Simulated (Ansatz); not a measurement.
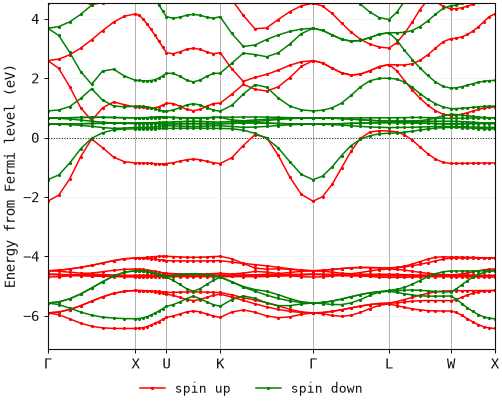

Band structure. Energies are counted from the Fermi level. The path runs straight from each named point to the next.

System: GdO, space group F-43m (No. 216), 2 atoms in the cell.

```cif
data_structure
_symmetry_space_group_name_H-M 'P 1'
_symmetry_Int_Tables_number 1
_cell_length_a 3.8184
_cell_length_b 3.8184
_cell_length_c 3.8184
_cell_angle_alpha 60.000
_cell_angle_beta 60.000
_cell_angle_gamma 60.000
_cell_volume 39.37
loop_
_atom_site_label
_atom_site_type_symbol
_atom_site_fract_x
_atom_site_fract_y
_atom_site_fract_z
_atom_site_occupancy
Gd1 Gd 0.00000 0.00000 0.00000 1
O1 O 0.75000 0.75000 0.75000 1
```

Level of theory: DFT, PBE, PAW with Ansatz's default frozen-core files, scalar-relativistic, spin-polarised, 12×12×12 k mesh, 420 eV cutoff, Fermi-Dirac smearing of 0.08 eV; code Ansatz 0.2.0.

### Is there a gap at the Fermi level?

A metal: 1 spin-up and 1 spin-down bands cross the Fermi level along this path.

### Which levels at U lie nearest to the Fermi level?

At U the nearest levels lie 0.88 eV below and 0.31 eV above the Fermi level.

### On which lines of the path do bands cross the Fermi level?

Bands cross the Fermi level on Γ–X, K–Γ, Γ–L and L–W, and not on X–U, U–K and W–X.

The open f shell can settle in other states than this one. Spin-orbit coupling is left out, which matters for Gd.
